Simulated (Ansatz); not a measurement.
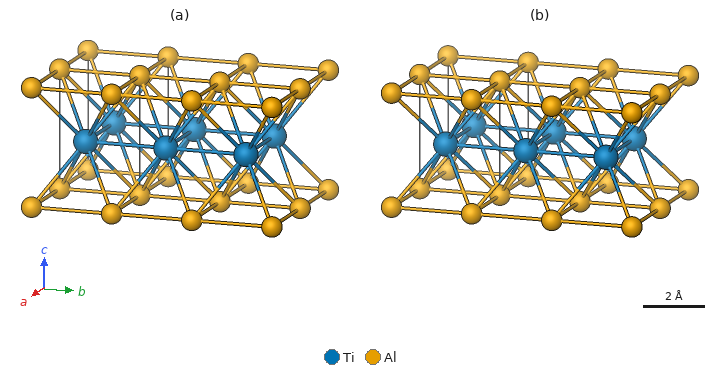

Left: solid TiAl (set up in P4/mmm). Right: the same structure after one change, at the same scale. The picture is a ball-and-stick view of the cell of the calculation, repeated 2 × 3 × 1 with one cell outlined, seen slightly off an axis.

Level of theory: DFT PBEsol, scalar-relativistic, plane waves, PAW in Ansatz 0.2.0. Set-up: plane-wave cutoff 420 eV; k-point mesh 16 × 16 × 10; occupations gaussian; smearing width 0.1 eV; no spin polarisation.

Q: What was changed?

A: Strain along c alone, −4.5 %, is applied. Symmetry leaves the atoms no freedom, so this is a single point.

Q: How do the computed properties respond?

A: Near-neighbour distances before and after: Al–Ti 2.826 → 2.762 Å. The space group stays P4/mmm (No. 123). The energy rises by 16.9 meV per atom. Pressure: 0.0 GPa before, 5.9 GPa after. The principal stresses (compression positive) are 7.9 GPa along c and 4.9 GPa across it. All forces vanish by symmetry. Both are metals.
